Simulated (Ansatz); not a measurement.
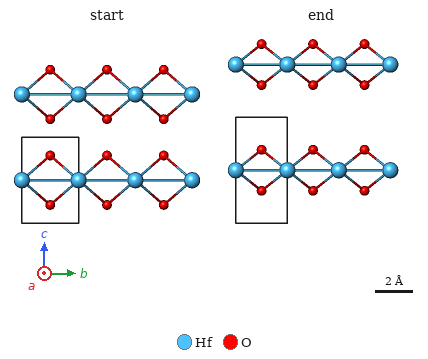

The structure of solid HfO$_{2}$ (a generated structure, set up in P4/mmm) (coarse preliminary run) before (left) and after (right) a relaxation, at one scale.

The picture is a ball-and-stick view of the cell of the calculation, repeated 1 × 3 × 2 with one cell outlined, seen along the a axis.

Level of theory: DFT PBE, scalar-relativistic, plane waves, PAW (Ansatz 0.2.0). Settings: plane-wave cutoff 420 eV; k-point mesh 6 × 6 × 4; occupations gaussian; smearing width 0.1 eV; no spin polarisation; cell and atoms relaxed; force threshold 0.04 eV/Å; at most 70 steps.

Question: What changed between the two?

Answer: Over 12 accepted moves (17 points after the start) the energy falls by 2.643 eV per cell of the calculation. Largest force component: 4.6 eV/Å at the start, 0.0092 eV/Å at the end. The pressure goes from −28.69 to 0.20 GPa. The line search rejected the trial step at point 13 of the run. The SCF was repeated 4 times at an unchanged geometry on a basis and grid sized afresh for the cell, which shifted the energy by 14.7 meV per cell of the calculation at most. The largest moves relative to the cell, 0.54 Å, are those of O atoms. Hf stays in place. The volume changes by +1.3 %, with a = b 3.082 → 2.795 Å (−9.3 %), c 4.660 → 5.740 Å (+23.2 %). Some distances before and after: Hf–O 2.560 → 2.269 Å, Hf–Hf 3.082 → 2.795 Å. Bond angles that change, for instance: Hf–O–Hf 116.7° → 121.1°. The space group stays P4/mmm (No. 123).
